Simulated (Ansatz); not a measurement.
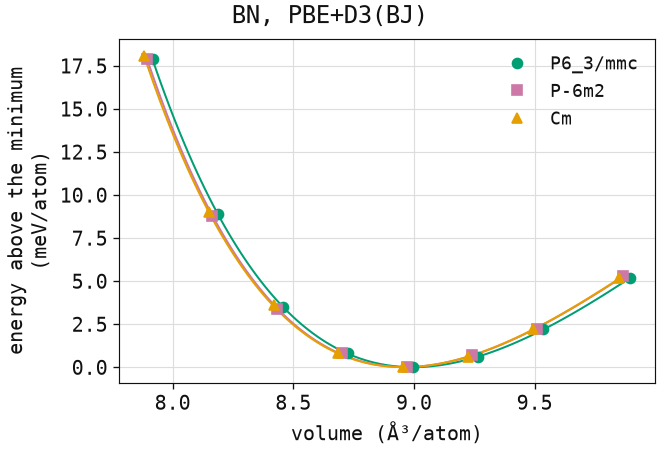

The picture above shows the energy above the minimum against volume, with one curve for each structure, for BN. Each energy curve has its own zero, so the curves don't rank the structures.

How it was computed, with Ansatz 0.2.0: third-order Birch-Murnaghan fit to density functional energies at scaled volumes of the given relaxed cell, shape and atoms relaxed at each volume; energies count from the fitted minimum; plane waves with PAW datasets, Γ-centred k mesh. Level: PBE with D3(BJ), no spin polarisation.

wave cutoff 420 eV; occupations Gaussian; smearing width 0.02 eV.

Settings that differ: P6_3/mmc: k mesh 12×12×4; P-6m2: k mesh 12×12×4; Cm: k mesh 12×12×12.

Tabulate the plotted points.

P6_3/mmc:
```json
{"volume (Å³/atom)": "7.917", "energy above the minimum (meV/atom)": "17.9"}
{"volume (Å³/atom)": "8.186", "energy above the minimum (meV/atom)": "8.9"}
{"volume (Å³/atom)": "8.456", "energy above the minimum (meV/atom)": "3.5"}
{"volume (Å³/atom)": "8.726", "energy above the minimum (meV/atom)": "0.8"}
{"volume (Å³/atom)": "8.996", "energy above the minimum (meV/atom)": "0.0"}
{"volume (Å³/atom)": "9.266", "energy above the minimum (meV/atom)": "0.6"}
{"volume (Å³/atom)": "9.536", "energy above the minimum (meV/atom)": "2.2"}
{"volume (Å³/atom)": "9.896", "energy above the minimum (meV/atom)": "5.2"}
```

P-6m2:
```json
{"volume (Å³/atom)": "7.895", "energy above the minimum (meV/atom)": "17.9"}
{"volume (Å³/atom)": "8.164", "energy above the minimum (meV/atom)": "8.8"}
{"volume (Å³/atom)": "8.433", "energy above the minimum (meV/atom)": "3.4"}
{"volume (Å³/atom)": "8.702", "energy above the minimum (meV/atom)": "0.8"}
{"volume (Å³/atom)": "8.971", "energy above the minimum (meV/atom)": "0.0"}
{"volume (Å³/atom)": "9.240", "energy above the minimum (meV/atom)": "0.7"}
{"volume (Å³/atom)": "9.509", "energy above the minimum (meV/atom)": "2.2"}
{"volume (Å³/atom)": "9.868", "energy above the minimum (meV/atom)": "5.3"}
```

Cm:
```json
{"volume (Å³/atom)": "7.880", "energy above the minimum (meV/atom)": "18.1"}
{"volume (Å³/atom)": "8.149", "energy above the minimum (meV/atom)": "9.0"}
{"volume (Å³/atom)": "8.418", "energy above the minimum (meV/atom)": "3.6"}
{"volume (Å³/atom)": "8.686", "energy above the minimum (meV/atom)": "0.8"}
{"volume (Å³/atom)": "8.955", "energy above the minimum (meV/atom)": "0.0"}
{"volume (Å³/atom)": "9.224", "energy above the minimum (meV/atom)": "0.6"}
{"volume (Å³/atom)": "9.492", "energy above the minimum (meV/atom)": "2.2"}
{"volume (Å³/atom)": "9.850", "energy above the minimum (meV/atom)": "5.2"}
```

Limits of the calculation: pressure derivative unusual; structure snapped to symmetry (Cm).
